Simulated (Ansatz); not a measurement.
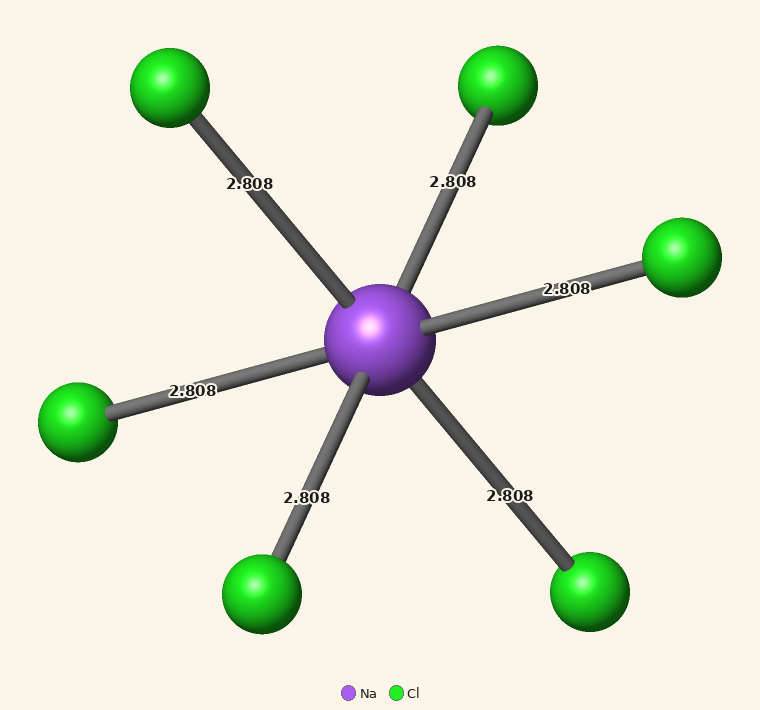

The surroundings of site Na1 (at 0.000, 0.000, 0.000) in NaCl (P6_3/mmc, No. 194), with bond lengths in Å.

Source of the atomic positions: the end point of a relaxation with DFT, r2SCAN, plane waves, PAW in Ansatz; the starting structure was generated, so it need not be a known form of this composition.

```
Na Cl
1.0
     3.89227    0.00000    0.00000
    -1.94614    3.37081    0.00000
     0.00000    0.00000    6.73682
Na Cl
2 2
Cartesian
  0.0000 0.0000 0.0000
  0.0000 0.0000 3.3684
  0.0000 2.2472 1.6842
  1.9461 1.1236 5.0526
```

Bond valence s = exp((R0 − d)/b), R0 fitted to published crystal structures with b = 0.37 Å; R0 in Å: Na+–Cl 2.166.

**Calculate the bond-valence sum of Na1 from the bonds drawn.**

6 × 0.176 = 1.06 v.u., against a formal valence of 1: a close match.

**And over the whole structure?**

| site | x, y, z | formal valence | bond-valence sum | difference |
| --- | --- | --- | --- | --- |
| Na1 | 0.000, 0.000, 0.000 | +1 | 1.06 | 0.06 |
| Cl1 | 0.333, 0.667, 0.250 | −1 | 1.06 | 0.06 |

These sums include all anions within 5 Å. The global instability index (root mean square of the differences over all atoms) is 0.06 v.u.: little strain.
